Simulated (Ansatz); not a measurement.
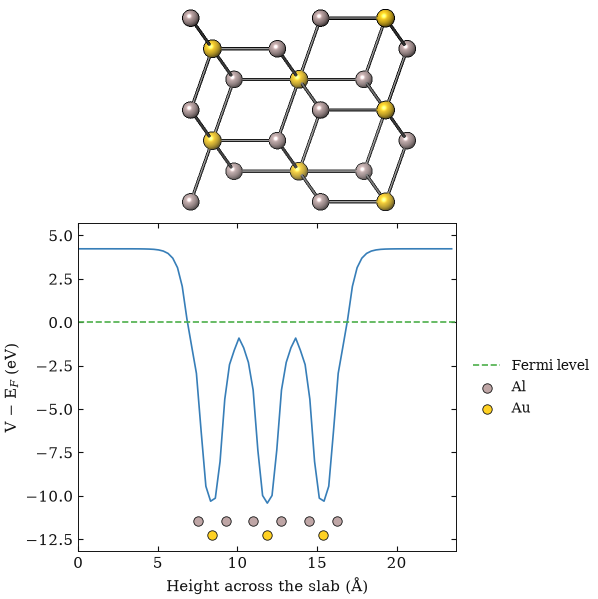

Plane-averaged electrostatic potential energy of an electron across the slab; circles at the bottom mark the heights of the atoms. The structure is drawn too.

System: a (111) slab cut from Al₂Au (Fm-3m), unrelaxed, ended by Al planes, 9 atoms in the cell; a = 4.29 Å, b = 4.29 Å, c = 23.75 Å, α = 90.00°, β = 90.00°, γ = 120.00°.

Ansatz 0.2.0; DFT PBE, scalar-relativistic, plane waves, PAW, no spin polarisation, 9×9×1 k mesh, 420 eV cutoff, Gaussian smearing of 0.1 eV.

Read off the work function of each face.

Answer. The work function is 4.23 eV, the same on both faces. The two vacuum levels agree, so the slab has no net dipole along its normal.

How thick are slab and vacuum?

Answer. The outermost atoms are 8.7 Å apart, which leaves 15.0 Å of vacuum in a cell 23.7 Å high.

The atoms aren't at rest in this cell (largest force 0.4 eV/Å), so the relaxed material can differ. Spin-orbit coupling is left out, which matters for Au.
